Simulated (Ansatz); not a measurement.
System: MoS₂, space group P-3m1 (No. 164).

The given structure:
```
Mo S
1.0
     3.18410    0.00000    0.00000
    -1.59200    2.75750    0.00000
     0.00000    0.00000   21.69560
Mo S
2 4
Cartesian
  1.5921 0.9192 3.2478
  0.0000 1.8383 18.4478
  0.0000 1.8383 4.7991
  1.5921 0.9192 20.0012
  0.0000 1.8383 1.6944
  1.5921 0.9192 16.8965
```

Input of one of the runs behind the figure:
```
crystal:
  lattice:
    - [3.0455717369, 0.0, 0.0]
    - [-1.5227858684, 2.6375424932, 0.0]
    - [0.0, 0.0, 11.3818136506]
  atoms:
    - { symbol: Mo, position: [0.6666666667, 0.3333333333, 0.25] }
    - { symbol: Mo, position: [0.3333333333, 0.6666666667, 0.75] }
    - { symbol: S, position: [0.3333333333, 0.6666666667, 0.38328465] }
    - { symbol: S, position: [0.6666666667, 0.3333333333, 0.88328465] }
    - { symbol: S, position: [0.3333333333, 0.6666666667, 0.11671535] }
    - { symbol: S, position: [0.6666666667, 0.3333333333, 0.61671535] }
basis:
  ecutwfc: 500
kpoints:
  mp_grid: { grid: [12, 12, 4] }
hamiltonian:
  xc: r2scan
scf:
  occupations: { method: gaussian, width: 0.02 }
output:
  forces: true
  stress: true
  eigenvalues: true
relax:
  adjacent_minimum: "off"
  f_tol: 0.008
  max_steps: 50
  cell: { stress_tol: 0.08, p_target: 15.0 }
```

Command:
```bash
ansatz run input.yaml --threads 1 --pin off --max-ram 2560MiB --backend cpu --events-out ev --progress --plain --runs-dir out
```

Method: volume, enthalpy and cell of a crystal along a series of hydrostatic pressures at zero temperature, keeping its symmetry; changes are against the given cell; the k mesh follows the cell and the gap; plane waves with PAW datasets, Γ-centred k mesh (Ansatz 0.2.0). Level: r2SCAN, no spin polarisation.

wave cutoff 500 eV; occupations Gaussian; k mesh at zero pressure 12×12×2; smearing width at zero pressure 0.02 eV.

What does the calculation give for the volume change against applied pressure? The applied pressure takes the values 0, 3, 8, 15, 30, 60 GPa.

The volume change falls from 0.00 % at applied pressure 0 GPa to −60.40 % at 60 GPa.

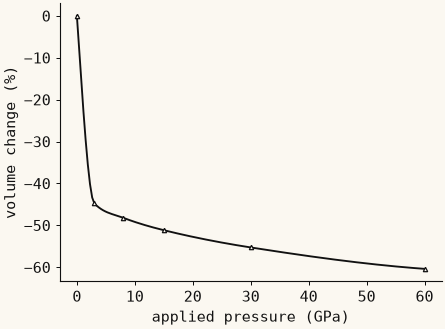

Keep in mind: a crossing between the sampled k points may be missed; bands touch, and spin-orbit coupling could open a gap; far from the equilibrium volume; narrow smearing for a metal; structure snapped to symmetry.
